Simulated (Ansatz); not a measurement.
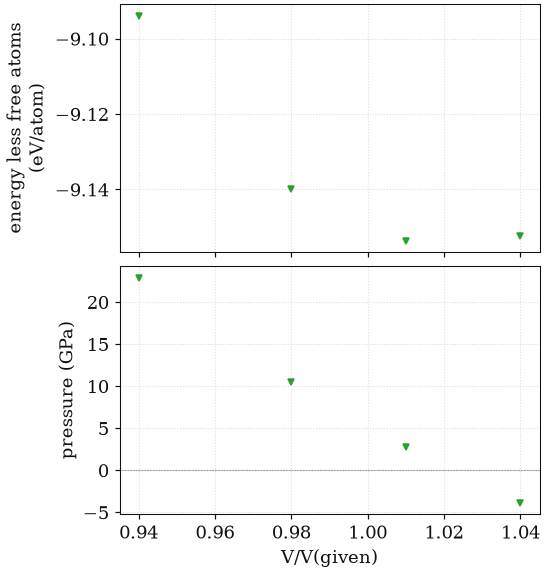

Figure. Energy less free atoms and pressure against V/V(given) for ZrO₂, space group P4_2/nmc (No. 137).

V(given) is 11.16 Å³/atom.

The energy less free atoms is −9.0939 eV/atom at V/V(given) 0.94 and −9.1523 eV/atom at 1.04; the lowest computed point is at V/V(given) 1.01 (−9.1536 eV/atom). The pressure falls from 22.9 GPa at V/V(given) 0.94 to −3.9 GPa at 1.04, and changes sign near 1.02.

Method: periodic Kohn-Sham DFT of a crystal at fixed atoms, scaled to the stated factor times the given cell; pressure positive in compression, energy less spherical unpolarised free atoms (Ansatz 0.2.0). Level: PBE.

| setting | value |
| --- | --- |
| method | all-electron LAPW |
| relativity | scalar |
| k mesh | 6×6×4 |
| occupations | Fermi–Dirac |
| smearing width | 0.01 eV |
| basis error target | 0.5 (meV/atom) |
| nucleus | Gaussian |

The given structure:
```yaml
crystal:
  lattice:
    - [3.59610, 0.00000, 0.00000]
    - [0.00000, 3.59610, 0.00000]
    - [0.00000, 0.00000, 5.17700]
  atoms:
    - { symbol: Zr, position: [0.00000, 0.00000, 0.00000] }
    - { symbol: Zr, position: [0.50000, 0.50000, 0.50000] }
    - { symbol: O, position: [0.00000, 0.50000, 0.20300] }
    - { symbol: O, position: [0.00000, 0.50000, 0.70300] }
    - { symbol: O, position: [0.50000, 0.00000, 0.29700] }
    - { symbol: O, position: [0.50000, 0.00000, 0.79700] }
```

Note: shape and atomic fractions are frozen while scaling, which makes layered, chain and framework solids too stiff.
